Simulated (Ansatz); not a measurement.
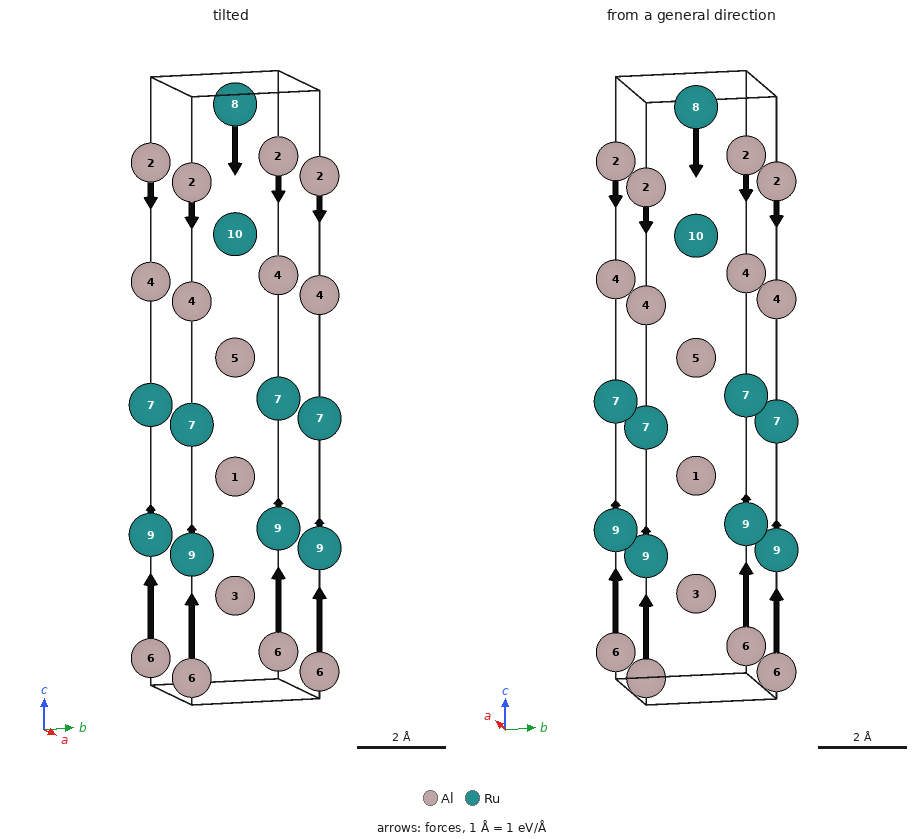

This spheres-only model is shown slightly off an axis and from a general direction. One simulation cell is outlined, and atoms on its boundary appear in each equivalent place. The arrows are the computed forces on the atoms.

System: Al3Ru2. All computed values are from Ansatz, DFT PBEsol, scalar-relativistic, plane waves, PAW. Settings: plane-wave cutoff 420 eV, a 15×15×4 k-point grid, Gaussian smearing of 0.15 eV, no spin polarisation.

### Would an optimiser stop at this geometry?

No. The atoms still feel forces of up to about 1.6 eV/Å, far above a usual threshold of 0.01 to 0.03 eV/Å.

### Which atom carries the strongest force?

Al6, about 1.6 eV/Å.

The structure was taken from a structure listed in the Materials Project. The cell was then strained or its atoms displaced on purpose. It went into a calculation with Ansatz.
